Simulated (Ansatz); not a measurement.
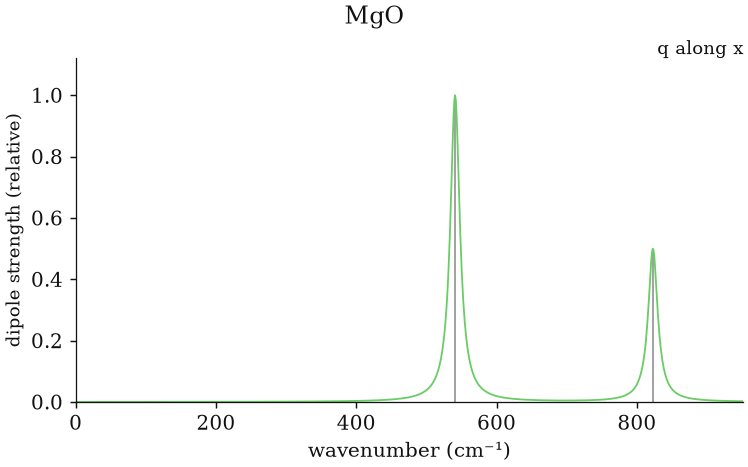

The picture above shows the polar optical modes, transverse and longitudinal, approaching the zone centre along x for MgO, space group Fm-3m (No. 225). Lines are broadened by Lorentzians of 16 cm⁻¹ full width; the spectrum is scaled to its strongest line.

Starting cell:
```xyz
2
Lattice="0.0000 2.0005 2.0005 2.0005 0.0000 2.0005 2.0005 2.0005 0.0000" Properties=species:S:1:pos:R:3 pbc="T T T"
Mg    0.0000    0.0000    0.0000
O     2.0005    2.0005    2.0005
```

Calculation (Ansatz 0.2.0): optical phonons of an insulator on the approach to the zone centre along x, y and z with the field of polar modes, imaginary frequencies are negative, field response on a mesh refined by the program; plane waves with PAW datasets. Level: PBE, no spin polarisation.

- wave cutoff: 420 eV
- k mesh: 10×10×10
- occupations: fixed
- pressure: 40 GPa

> Which of the stronger lines are transverse and which longitudinal?

The transverse (TO, twofold) lines lie at 540.9 and the longitudinal (LO) ones at 822.9 cm⁻¹, the same along x, y and z by the cubic symmetry.
